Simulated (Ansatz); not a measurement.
# Au(111) with 4 layers of random Au-Rh, 2x2: scattering by chemical disorder, part 2 of 2

Aim: the residual resistivity of a random alloy, from Au(111) with 4 layers of random Au-Rh, 2x2 and longer regions.

Ansatz 0.2.0; Ansatz plane-wave DFT, PBE, PAW files; ballistic transport by layer matching (Landauer), zero bias; PAW set soft_1.

So far. Step 2 (With 4 alloy layers): Over the solved energies the transmission per spin lies between 1.66 and 1.75, out of 3.21 channels of the lead on average (up to 3.21).

## Step 3: With 8 alloy layers

System of this step: Au(111) with 8 layers of random Au-Rh, 2x2. The cell holds 56 atoms: 40 Au and 16 Rh. Cell: a = 5.768 Å, b = 5.768 Å, c = 33.006 Å, α = 87.5°, β = 92.5°, γ = 120.0°. It derives from Au. Regions: lead, 24 atoms (24 Au); scattering region, 32 atoms (16 Au and 16 Rh). The structure is stacked along c, and the current runs across the ab planes.

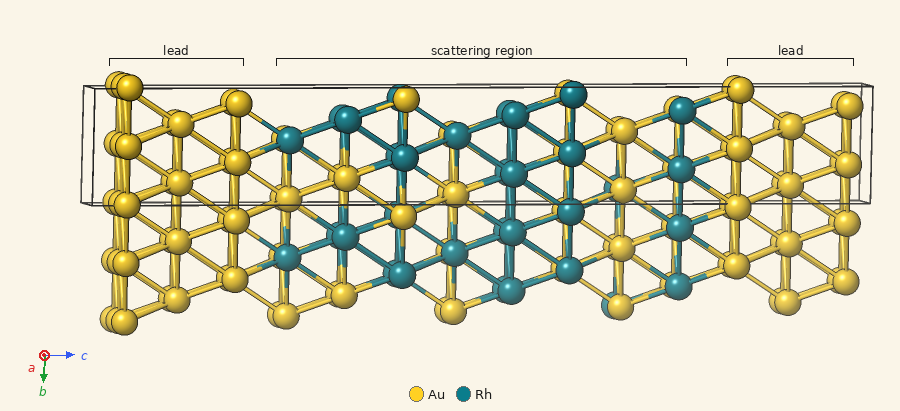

The cell of this step (gold yellow, rhodium blue). 1×2×1 cells are drawn. Some periodic images of atoms are drawn too.

Input file input.yaml:

```yaml
crystal:
  lattice:
    - [5.7675164607, 0.0, 0.0]
    - [-2.8837582304, 4.9948157718, 0.0]
    - [-1.4418791152, 0.8324692953, 32.9641022945]
  atoms:
    - { symbol: Au, position: [0.005952381, 0.994047619, 0.0357142857] }
    - { symbol: Au, position: [0.005952381, 0.494047619, 0.0357142857] }
    - { symbol: Au, position: [0.505952381, 0.994047619, 0.0357142857] }
    - { symbol: Au, position: [0.505952381, 0.494047619, 0.0357142857] }
    - { symbol: Au, position: [0.1845238095, 0.3154761905, 0.1071428571] }
    - { symbol: Au, position: [0.1845238095, 0.8154761905, 0.1071428571] }
    - { symbol: Au, position: [0.6845238095, 0.3154761905, 0.1071428571] }
    - { symbol: Au, position: [0.6845238095, 0.8154761905, 0.1071428571] }
    - { symbol: Au, position: [0.3630952381, 0.1369047619, 0.1785714286] }
    - { symbol: Au, position: [0.3630952381, 0.6369047619, 0.1785714286] }
    - { symbol: Au, position: [0.8630952381, 0.1369047619, 0.1785714286] }
    - { symbol: Au, position: [0.8630952381, 0.6369047619, 0.1785714286] }
    - { symbol: Au, position: [0.0416666667, 0.9583333333, 0.25] }
    - { symbol: Au, position: [0.0416666667, 0.4583333333, 0.25] }
    - { symbol: Au, position: [0.5416666667, 0.9583333333, 0.25] }
    - { symbol: Rh, position: [0.5416666667, 0.4583333333, 0.25] }
    - { symbol: Rh, position: [0.2202380952, 0.2797619048, 0.3214285714] }
    - { symbol: Au, position: [0.2202380952, 0.7797619048, 0.3214285714] }
    - { symbol: Rh, position: [0.7202380952, 0.2797619048, 0.3214285714] }
    - { symbol: Au, position: [0.7202380952, 0.7797619048, 0.3214285714] }
    - { symbol: Rh, position: [0.3988095238, 0.1011904762, 0.3928571429] }
    - { symbol: Rh, position: [0.3988095238, 0.6011904762, 0.3928571429] }
    - { symbol: Au, position: [0.8988095238, 0.1011904762, 0.3928571429] }
    - { symbol: Rh, position: [0.8988095238, 0.6011904762, 0.3928571429] }
    - { symbol: Au, position: [0.0773809524, 0.9226190476, 0.4642857143] }
    - { symbol: Au, position: [0.0773809524, 0.4226190476, 0.4642857143] }
    - { symbol: Au, position: [0.5773809524, 0.9226190476, 0.4642857143] }
    - { symbol: Rh, position: [0.5773809524, 0.4226190476, 0.4642857143] }
    - { symbol: Rh, position: [0.255952381, 0.244047619, 0.5357142857] }
    - { symbol: Rh, position: [0.255952381, 0.744047619, 0.5357142857] }
    - { symbol: Rh, position: [0.755952381, 0.244047619, 0.5357142857] }
    - { symbol: Rh, position: [0.755952381, 0.744047619, 0.5357142857] }
    - { symbol: Au, position: [0.4345238095, 0.0654761905, 0.6071428571] }
    - { symbol: Au, position: [0.4345238095, 0.5654761905, 0.6071428571] }
    - { symbol: Rh, position: [0.9345238095, 0.0654761905, 0.6071428571] }
    - { symbol: Rh, position: [0.9345238095, 0.5654761905, 0.6071428571] }
    - { symbol: Rh, position: [0.1130952381, 0.8869047619, 0.6785714286] }
    - { symbol: Au, position: [0.1130952381, 0.3869047619, 0.6785714286] }
    - { symbol: Au, position: [0.6130952381, 0.8869047619, 0.6785714286] }
    - { symbol: Au, position: [0.6130952381, 0.3869047619, 0.6785714286] }
    - { symbol: Au, position: [0.2916666667, 0.2083333333, 0.75] }
    - { symbol: Au, position: [0.2916666667, 0.7083333333, 0.75] }
    - { symbol: Rh, position: [0.7916666667, 0.2083333333, 0.75] }
    - { symbol: Rh, position: [0.7916666667, 0.7083333333, 0.75] }
    - { symbol: Au, position: [0.4702380952, 0.0297619048, 0.8214285714] }
    - { symbol: Au, position: [0.4702380952, 0.5297619048, 0.8214285714] }
    - { symbol: Au, position: [0.9702380952, 0.0297619048, 0.8214285714] }
    - { symbol: Au, position: [0.9702380952, 0.5297619048, 0.8214285714] }
    - { symbol: Au, position: [0.1488095238, 0.8511904762, 0.8928571429] }
    - { symbol: Au, position: [0.1488095238, 0.3511904762, 0.8928571429] }
    - { symbol: Au, position: [0.6488095238, 0.8511904762, 0.8928571429] }
    - { symbol: Au, position: [0.6488095238, 0.3511904762, 0.8928571429] }
    - { symbol: Au, position: [0.3273809524, 0.1726190476, 0.9642857143] }
    - { symbol: Au, position: [0.3273809524, 0.6726190476, 0.9642857143] }
    - { symbol: Au, position: [0.8273809524, 0.1726190476, 0.9642857143] }
    - { symbol: Au, position: [0.8273809524, 0.6726190476, 0.9642857143] }
kpoints:
  mp_grid: { grid: [5, 5, 1] }
hamiltonian:
  xc: pbe
  pseudopotentials: { kind: paw, azcp: { folder: soft_1 } }
scf:
  occupations: { method: fermi_dirac, width: 0.1 }
output:
  transmission:
    leads: [[0, 4]]
    kmesh: [10, 10]
    e_range: [-0.05, 0.05]
    de: 0.05
  write_potential: true
  write_density: true
  volumetric_format: npy
```

On the command line:

```console
> ansatz run input.yaml --threads 4 --pin off --max-ram 15360MiB --backend cpu --events-out ev --progress --plain --runs-dir out
```

Numbers of over 12 decimals in the logs are rounded to 6 here.

Log:

```text
[...]
Crystal: 56 atoms, lattice volume = 949.619 Å³
Basis set: ecut = 420 eV, 18659 PW (Γ)
Bands: 620, of which v1, the nominal top of the filled ones, is band 516 counted from 1 (515 counted from 0)
Symmetry: 1 space group operations
[...]
k-points: 13 of 25 (time reversal used)
[...]
SCF iter   1: F=—  HF=-628555.089951 eV  |F-HF|=—  |Δ(HF+E_count)|=         —  Δρ=1.56e-1  dr2=3.75e3  ethr=3.10e-3  ⟨swp⟩=4.0  Hψ=23645  notcnv=0  defer=304
[...]
SCF iter  14: F=-628488.288057 eV  HF=-628488.288057 eV  |F-HF|=5.55e-8  |Δ(HF+E_count)|=   7.92e-9  Δρ=7.14e-7  dr2=5.73e-8  ethr=9.69e-12  ⟨swp⟩=10.0  Hψ=32047  notcnv=0
SCF 1 converged in 14 iterations: F = -628488.288057 eV  dr2 = 5.73e-8
[...]
transmission: 274 of 2704 steps passed
transmission: 542 of 2704 steps passed
[...]
transmission: 2704 of 2704 steps passed
SCF converged after 14 iterations
Free energy (F): -628488.288057 eV
[...]
Internal energy: -628486.388298 eV  (E = F + TS)
E sigma→0 (E₀):  -628487.338178 eV
Entropy (-TS):   -1.899759 eV (-33.924 meV/atom)
Fermi energy:    19.495134 eV
[...]
--- Band table (eV; the first three rows and the last of 13) ---
  k-point 0: bands = [... 512 lower, 19.6444, 19.6627, 19.7139, 19.7922, 19.8139, 19.8302, 19.8676, 19.9578, ... 100 higher]
  k-point 1: bands = [... 512 lower, 19.5146, 19.5516, 19.5660, 19.5837, 19.6197, 19.6524, 19.6625, 19.6865, ... 100 higher]
  k-point 2: bands = [... 512 lower, 19.3139, 19.3226, 19.3562, 19.4341, 19.4603, 19.4939, 19.5378, 19.5838, ... 100 higher]
  k-point 12: bands = [... 512 lower, 19.3461, 19.3798, 19.4187, 19.4366, 19.4673, 19.4932, 19.5222, 19.5591, ... 100 higher]
--- Transmission ---
  basis      : 253 plane waves across, 52 finite elements along
  points     : 52, standing for a mesh of 10 x 10
[...]
channels       : 3.210000e0 a spin
[...]
junction   : crystal 0 to crystal 0, 0.70 to 31.31 Å
    transmission   : 1.150193e0 a spin
[...]
```

It took 26 min on 4 threads of Arm Neoverse V1, shared host; peak memory 8.1 GiB.

This step gave:

- free energy: -628488.2881 eV
- energy at zero smearing: -628487.3382 eV
- Fermi energy: 19.50 eV
- transmission per spin nearest the Fermi level: 1.150
- step of the lead's potential: 16.8 meV

Per spin. Table of transmission, zone mean by energy, zero at the Fermi level:

```
energy (eV)  transmission, zone mean
    -0.0500                     1.12
     0.0000                     1.15
     0.0500                     1.07
```

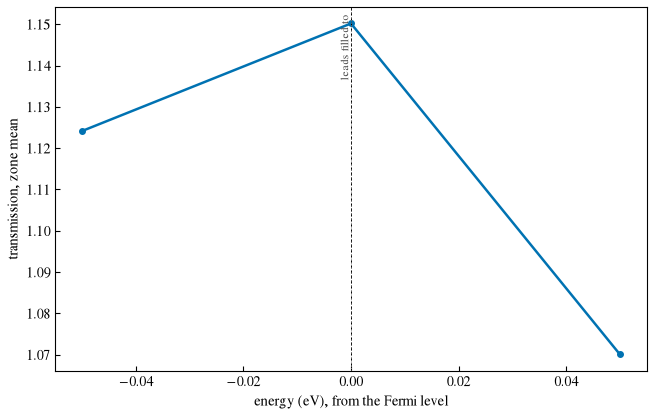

Transmission, zone mean, plotted against energy.

Over the solved energies the transmission per spin lies between 1.07 and 1.15, out of 3.21 channels of the lead on average (up to 3.21).

## Step 4: With 12 alloy layers

System of this step: Au(111) with 12 layers of random Au-Rh, 2x2. The cell holds 72 atoms: 48 Au and 24 Rh. Its edges and angles: a = 5.768 Å, b = 5.768 Å, c = 42.382 Å, α = 90.0°, β = 90.0°, γ = 120.0°. It derives from Au. Regions: lead, 24 atoms (24 Au); scattering region, 48 atoms (24 Rh and 24 Au). The structure is stacked along c, and the current runs across the ab planes.

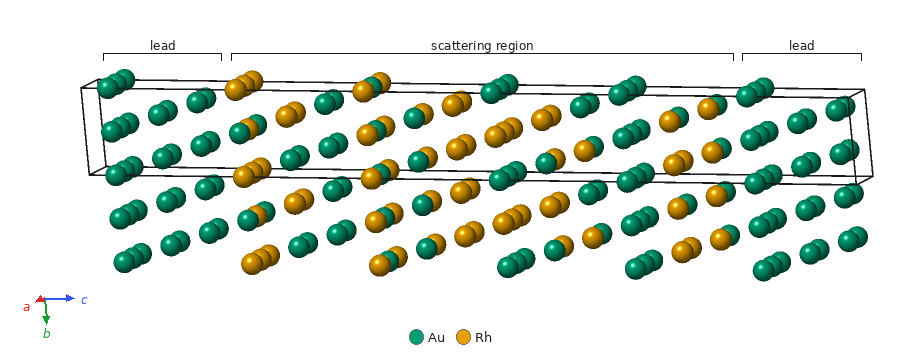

The cell of this step (gold teal, rhodium orange). 1×2×1 cells are drawn. Some periodic images of atoms are drawn too.

Input file input.yaml:

```yaml
crystal:
  lattice:
    - [5.7675164607, 0.0, 0.0]
    - [-2.8837582304, 4.9948157718, 0.0]
    - [0.0, 0.0, 42.3824172358]
  atoms:
    - { symbol: Au, position: [0.0, 0.0, 0.0277777778] }
    - { symbol: Au, position: [0.0, 0.5, 0.0277777778] }
    - { symbol: Au, position: [0.5, 0.0, 0.0277777778] }
    - { symbol: Au, position: [0.5, 0.5, 0.0277777778] }
    - { symbol: Au, position: [0.1666666667, 0.3333333333, 0.0833333333] }
    - { symbol: Au, position: [0.1666666667, 0.8333333333, 0.0833333333] }
    - { symbol: Au, position: [0.6666666667, 0.3333333333, 0.0833333333] }
    - { symbol: Au, position: [0.6666666667, 0.8333333333, 0.0833333333] }
    - { symbol: Au, position: [0.3333333333, 0.1666666667, 0.1388888889] }
    - { symbol: Au, position: [0.3333333333, 0.6666666667, 0.1388888889] }
    - { symbol: Au, position: [0.8333333333, 0.1666666667, 0.1388888889] }
    - { symbol: Au, position: [0.8333333333, 0.6666666667, 0.1388888889] }
    - { symbol: Rh, position: [0.0, 0.0, 0.1944444444] }
    - { symbol: Au, position: [0.0, 0.5, 0.1944444444] }
    - { symbol: Rh, position: [0.5, 0.0, 0.1944444444] }
    - { symbol: Rh, position: [0.5, 0.5, 0.1944444444] }
    - { symbol: Rh, position: [0.1666666667, 0.3333333333, 0.25] }
    - { symbol: Au, position: [0.1666666667, 0.8333333333, 0.25] }
    - { symbol: Rh, position: [0.6666666667, 0.3333333333, 0.25] }
    - { symbol: Au, position: [0.6666666667, 0.8333333333, 0.25] }
    - { symbol: Au, position: [0.3333333333, 0.1666666667, 0.3055555556] }
    - { symbol: Au, position: [0.3333333333, 0.6666666667, 0.3055555556] }
    - { symbol: Au, position: [0.8333333333, 0.1666666667, 0.3055555556] }
    - { symbol: Au, position: [0.8333333333, 0.6666666667, 0.3055555556] }
    - { symbol: Rh, position: [0.0, 0.0, 0.3611111111] }
    - { symbol: Rh, position: [0.0, 0.5, 0.3611111111] }
    - { symbol: Au, position: [0.5, 0.0, 0.3611111111] }
    - { symbol: Au, position: [0.5, 0.5, 0.3611111111] }
    - { symbol: Rh, position: [0.1666666667, 0.3333333333, 0.4166666667] }
    - { symbol: Rh, position: [0.1666666667, 0.8333333333, 0.4166666667] }
    - { symbol: Au, position: [0.6666666667, 0.3333333333, 0.4166666667] }
    - { symbol: Au, position: [0.6666666667, 0.8333333333, 0.4166666667] }
    - { symbol: Rh, position: [0.3333333333, 0.1666666667, 0.4722222222] }
    - { symbol: Rh, position: [0.3333333333, 0.6666666667, 0.4722222222] }
    - { symbol: Rh, position: [0.8333333333, 0.1666666667, 0.4722222222] }
    - { symbol: Rh, position: [0.8333333333, 0.6666666667, 0.4722222222] }
    - { symbol: Au, position: [0.0, 0.0, 0.5277777778] }
    - { symbol: Rh, position: [0.0, 0.5, 0.5277777778] }
    - { symbol: Au, position: [0.5, 0.0, 0.5277777778] }
    - { symbol: Rh, position: [0.5, 0.5, 0.5277777778] }
    - { symbol: Rh, position: [0.1666666667, 0.3333333333, 0.5833333333] }
    - { symbol: Rh, position: [0.1666666667, 0.8333333333, 0.5833333333] }
    - { symbol: Rh, position: [0.6666666667, 0.3333333333, 0.5833333333] }
    - { symbol: Au, position: [0.6666666667, 0.8333333333, 0.5833333333] }
    - { symbol: Au, position: [0.3333333333, 0.1666666667, 0.6388888889] }
    - { symbol: Au, position: [0.3333333333, 0.6666666667, 0.6388888889] }
    - { symbol: Au, position: [0.8333333333, 0.1666666667, 0.6388888889] }
    - { symbol: Rh, position: [0.8333333333, 0.6666666667, 0.6388888889] }
    - { symbol: Au, position: [0.0, 0.0, 0.6944444444] }
    - { symbol: Au, position: [0.0, 0.5, 0.6944444444] }
    - { symbol: Au, position: [0.5, 0.0, 0.6944444444] }
    - { symbol: Au, position: [0.5, 0.5, 0.6944444444] }
    - { symbol: Au, position: [0.1666666667, 0.3333333333, 0.75] }
    - { symbol: Rh, position: [0.1666666667, 0.8333333333, 0.75] }
    - { symbol: Rh, position: [0.6666666667, 0.3333333333, 0.75] }
    - { symbol: Rh, position: [0.6666666667, 0.8333333333, 0.75] }
    - { symbol: Au, position: [0.3333333333, 0.1666666667, 0.8055555556] }
    - { symbol: Au, position: [0.3333333333, 0.6666666667, 0.8055555556] }
    - { symbol: Rh, position: [0.8333333333, 0.1666666667, 0.8055555556] }
    - { symbol: Rh, position: [0.8333333333, 0.6666666667, 0.8055555556] }
    - { symbol: Au, position: [0.0, 0.0, 0.8611111111] }
    - { symbol: Au, position: [0.0, 0.5, 0.8611111111] }
    - { symbol: Au, position: [0.5, 0.0, 0.8611111111] }
    - { symbol: Au, position: [0.5, 0.5, 0.8611111111] }
    - { symbol: Au, position: [0.1666666667, 0.3333333333, 0.9166666667] }
    - { symbol: Au, position: [0.1666666667, 0.8333333333, 0.9166666667] }
    - { symbol: Au, position: [0.6666666667, 0.3333333333, 0.9166666667] }
    - { symbol: Au, position: [0.6666666667, 0.8333333333, 0.9166666667] }
    - { symbol: Au, position: [0.3333333333, 0.1666666667, 0.9722222222] }
    - { symbol: Au, position: [0.3333333333, 0.6666666667, 0.9722222222] }
    - { symbol: Au, position: [0.8333333333, 0.1666666667, 0.9722222222] }
    - { symbol: Au, position: [0.8333333333, 0.6666666667, 0.9722222222] }
kpoints:
  mp_grid: { grid: [5, 5, 1] }
hamiltonian:
  xc: pbe
  pseudopotentials: { kind: paw, azcp: { folder: soft_1 } }
scf:
  occupations: { method: fermi_dirac, width: 0.1 }
output:
  transmission:
    leads: [[0, 4]]
    kmesh: [10, 10]
    e_range: [-0.05, 0.05]
    de: 0.05
  write_potential: true
  write_density: true
  volumetric_format: npy
```

Log:

```text
[...]
Crystal: 72 atoms, lattice volume = 1220.939 Å³
Basis set: ecut = 420 eV, 23937 PW (Γ)
Bands: 792, of which v1, the nominal top of the filled ones, is band 660 counted from 1 (659 counted from 0)
Symmetry: 1 space group operations
[...]
k-points: 13 of 25 (time reversal used)
[...]
SCF iter   1: F=—  HF=-785020.762549 eV  |F-HF|=—  |Δ(HF+E_count)|=         —  Δρ=1.74e-1  dr2=5.58e3  ethr=3.10e-3  ⟨swp⟩=4.0  Hψ=30121  notcnv=0  defer=426
[...]
SCF iter  15: F=-784918.397521 eV  HF=-784918.397521 eV  |F-HF|=7.60e-8  |Δ(HF+E_count)|=   3.38e-9  Δρ=5.36e-7  dr2=7.72e-8  ethr=7.58e-12  ⟨swp⟩=9.9  Hψ=39620  notcnv=0
SCF 1 converged in 15 iterations: F = -784918.397521 eV  dr2 = 7.72e-8
[...]
transmission: 338 of 3380 steps passed
transmission: 676 of 3380 steps passed
[...]
transmission: 3380 of 3380 steps passed
SCF converged after 15 iterations
Free energy (F): -784918.397521 eV
[...]
Internal energy: -784915.812207 eV  (E = F + TS)
E sigma→0 (E₀):  -784917.104864 eV
Entropy (-TS):   -2.585315 eV (-35.907 meV/atom)
Fermi energy:    19.303102 eV
[...]
--- Band table (eV; the first three rows and the last of 13) ---
  k-point 0: bands = [... 656 lower, 19.5648, 19.5966, 19.6174, 19.6289, 19.6298, 19.6409, 19.6603, 19.6711, ... 128 higher]
  k-point 1: bands = [... 656 lower, 19.3229, 19.3559, 19.3783, 19.4026, 19.4265, 19.4420, 19.4616, 19.5027, ... 128 higher]
  k-point 2: bands = [... 656 lower, 19.1185, 19.1436, 19.1716, 19.2038, 19.2159, 19.2424, 19.2955, 19.3108, ... 128 higher]
  k-point 12: bands = [... 656 lower, 19.1518, 19.1820, 19.2021, 19.2253, 19.2524, 19.2832, 19.3277, 19.3382, ... 128 higher]
--- Transmission ---
  basis      : 253 plane waves across, 65 finite elements along
  points     : 52, standing for a mesh of 10 x 10
[...]
channels       : 3.210000e0 a spin
[...]
junction   : crystal 0 to crystal 0, 0.70 to 40.73 Å
    transmission   : 9.225711e-1 a spin
[...]
```

The job ended after 41 min (4 threads; peak memory 9.6 GiB; 2.6 h of CPU time).

Numbers from this step:

| Quantity | Value |
| --- | --- |
| free energy | -784918.3975 eV |
| energy at zero smearing | -784917.1049 eV |
| Fermi energy | 19.30 eV |
| transmission per spin nearest the Fermi level | 0.9226 |
| step of the lead's potential | 11.7 meV |

Per spin. The transmission, zone mean by energy, zero at the Fermi level:

| energy (eV) | transmission, zone mean |
| --- | --- |
| -0.0500 | 0.912 |
| 0.0000 | 0.923 |
| 0.0500 | 1.07 |

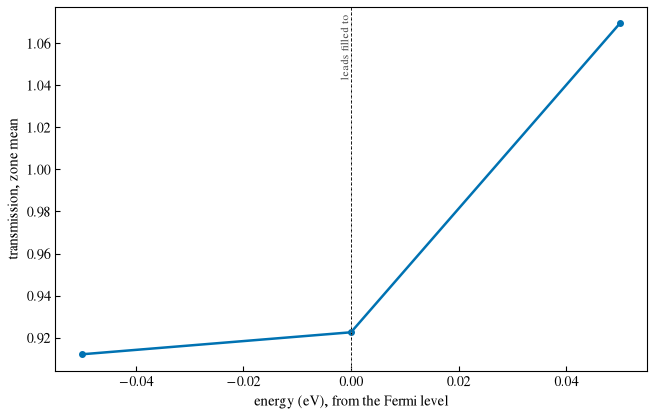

Transmission, zone mean, plotted against energy.

Over the solved energies the transmission per spin lies between 0.912 and 1.07, out of 3.21 channels of the lead on average (up to 3.21).

## Step 5: Resistance against length

This step: Ansatz plane-wave DFT, PBE, PAW files; ballistic transport by layer matching (Landauer), zero bias; residual resistivity from the slope of the area resistance, atoms on the host's lattice; PAW set soft_1 (Ansatz 0.2.0).

This step gave:

```
resistivity           : 88.67 µΩ cm
intercept             : 0.2870 fΩ m²
scatter about the fit : 0.1553 fΩ m²
```

Resistance, by row:

```csv
run,length (Å),T,channels N,RA (fΩ m²)
n4,9.418,1.713,3.21,1.012
n8,18.84,1.115,3.21,2.177
n12,28.25,0.968,3.21,2.683
```

Area resistance against length of the alloy:

```csv
length of the alloy (Å),area resistance (fΩ m²)
9.42,1.01
18.84,2.18
28.25,2.68
```

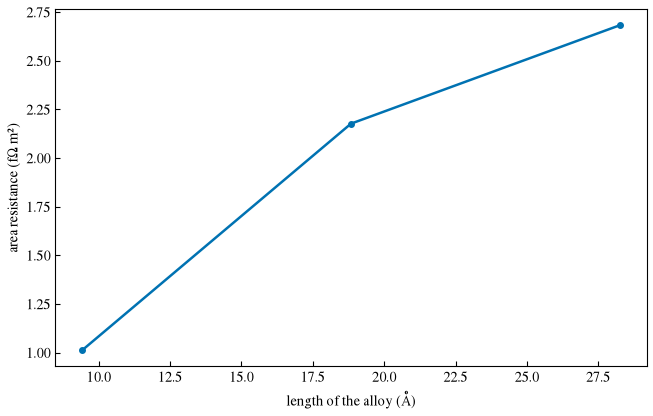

Area resistance against length of the alloy.

The area resistance goes from 1.0 to 2.7 fΩ m² between 9.4 and 28.3 Å, a slope of 89 µΩ cm.

By hand from the end points: (2.683 − 1.012) fΩ m² / (28.25 − 9.42) Å = 89 µΩ cm, since 1 fΩ m² per Å is 1000 µΩ cm.

## Step 6: Outcome

```json
{
 "resistivity from the slope": "88.7 µΩ cm",
 "area resistance over 9.42 Å": "1.01 fΩ m²",
 "area resistance over 18.8 Å": "2.18 fΩ m²",
 "area resistance over 28.3 Å": "2.68 fΩ m²"
}
```

**Reading.** The slope gives 89 µΩ cm. The points scatter by 0.16 fΩ m² about the line, with one random draw a length in a 2x2 cell, so the slope is a rough value. Read with a model of isotropic scattering on a spherical Fermi surface and the lead's 0.86×10¹⁵ S/m², this slope means a mean free path near 9.9 Å (a rough figure, since the alloy's own channel count differs); over these lengths the model's slope is within 3 % of its bulk resistivity. The atoms sit on the host's lattice, so scattering by size misfit is left out. Spin-orbit coupling is left out, which matters for Au.

[Logs are printed without paths, hosts, clocks, repeated set-up lines and the standing remarks that a program may print on its own settings, such as how far it seeks lower states.]

[Hosts, paths, dates, database ids (printed as entryN), source tags and the programs' standing remarks are cut or masked in the printed files.]
